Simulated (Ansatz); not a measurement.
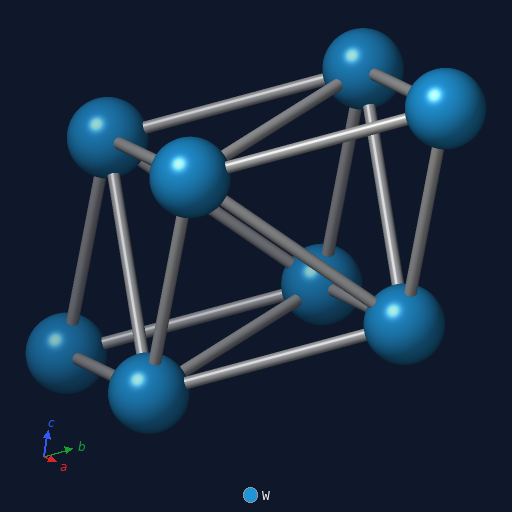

System: a slab cut from W (slab content W₁₄), space group Fm-3m (No. 225). The picture shows the bulk cell.

Structure:
```
CELL_PARAMETERS angstrom
0.00000 1.99900 1.99900
1.99900 0.00000 1.99900
1.99900 1.99900 0.00000
ATOMIC_POSITIONS crystal
W 0.00000 0.00000 0.00000
```

Method: spacing and rumpling of the atomic planes of a slab cut from the relaxed bulk cell along the Miller plane (conventional indices), bottom to top, after all atoms relax, plane waves with PAW datasets, Γ-centred k mesh (Ansatz 0.2.0). Level: PBEsol, no spin polarisation.

```json
{"setting": "space group in which the indices count", "value": "225"}
{"setting": "Miller index h", "value": "2"}
{"setting": "Miller index k", "value": "1"}
{"setting": "Miller index l", "value": "1"}
{"setting": "top plane", "value": "W"}
{"setting": "bottom plane", "value": "W"}
{"setting": "planes", "value": "14"}
{"setting": "surface cell", "value": "(1, 1)"}
{"setting": "slab thickness as cut", "value": "10.61 Å"}
{"setting": "vacuum", "value": "15 Å"}
{"setting": "surface area", "value": "19.58 Å²"}
{"setting": "surface a", "value": "2.827 Å"}
{"setting": "surface b", "value": "6.925 Å"}
{"setting": "surface angle", "value": "90 °"}
{"setting": "slab atoms", "value": "14"}
{"setting": "wave cutoff", "value": "420 eV"}
{"setting": "k mesh", "value": "12×5×1"}
{"setting": "occupations", "value": "Gaussian"}
{"setting": "smearing width", "value": "0.1 eV"}
{"setting": "boundary", "value": "dipole corrected"}
```

Describe the result: the spacing change of each pair of planes. The cases: 1–2; 2–3; 3–4; 4–5; 5–6; 6–7; 7–8; 8–9; 9–10; 10–11; 11–12; 12–13; 13–14.

The least value, −0.640 Å, is that of 7–8, and the largest, 0.557 Å, that of 3–4 and 11–12.

```tsv
pair of planes	spacing change (Å)	spacing to next (Å)
1–2	-0.566	0.250
2–3	-0.190	0.626
3–4	0.557	1.373
4–5	-0.619	0.197
5–6	0.154	0.970
6–7	0.367	1.183
7–8	-0.640	0.176
8–9	0.367	1.183
9–10	0.154	0.970
10–11	-0.619	0.197
11–12	0.557	1.373
12–13	-0.190	0.626
13–14	-0.566	0.250
```

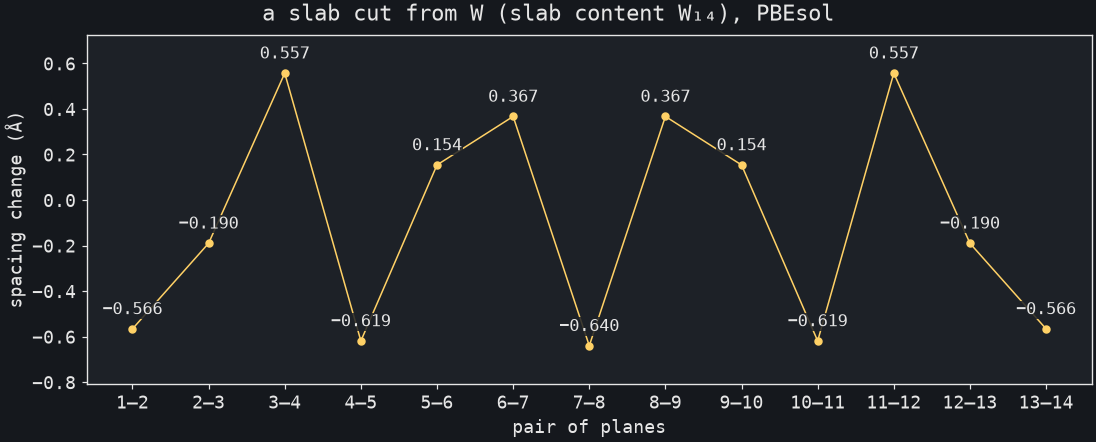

Caveats: coarse k mesh; k mesh lowers the symmetry; the slab's middle relaxes too; xc potential rough in thin density.
